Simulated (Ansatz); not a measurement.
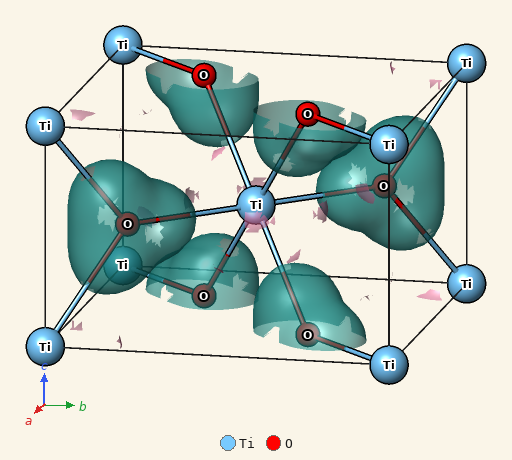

TiO₂. Bonding charge density, ρ(crystal) − Σ ρ(neutral atoms): teal surfaces at +0.1 and pink ones at −0.1 e/Å³, in the conventional cell seen slightly off an axis (the regions close to the nuclei are left out). Cores are masked to 1.0 Å (Ti) and 0.6 Å (O).

Space group P4_2/mnm; the calculation finds a residual pressure of about 5 GPa at this fixed cell.

The calculation used DFT PBE, scalar-relativistic, plane waves, PAW (Ansatz).

In a PAW calculation such maps are meaningful between the atoms, not at the nuclei.

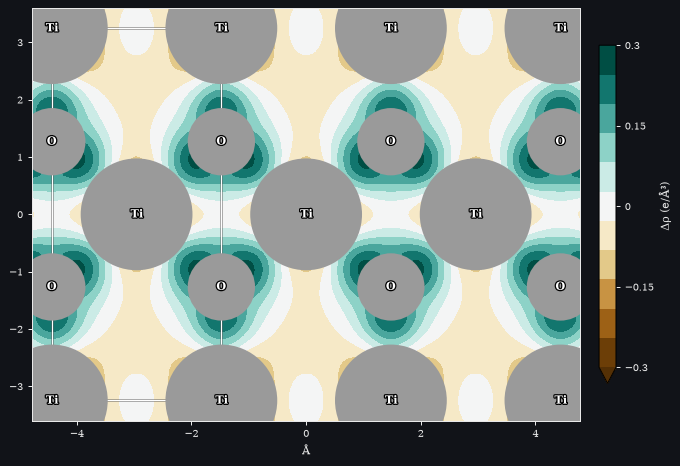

The same field as a map on the (11̄0) plane of the conventional cell, with grey discs over the atomic cores.

Where does charge go when the atoms form this crystal?

Answer. O–Ti (1.95 Å): Δρ is +0.12 e/Å³ at the midpoint (inside or at the edge of a masked core, so read it with care). Ti–Ti (2.96 Å): Δρ is −0.008 e/Å³ at the midpoint. Over the whole cell, outside the masked cores, the largest gain lies at the edge of the masked core of O, and the largest loss lies at the edge of the masked core of Ti. In all about 0.29 e an atom is rearranged against the free atoms. Bader charges: Ti +2.28 and O −1.14 e.

Does the calculation give a gap?

Answer. It is gapped, with a Kohn–Sham gap of 1.9 eV on the k-point mesh.
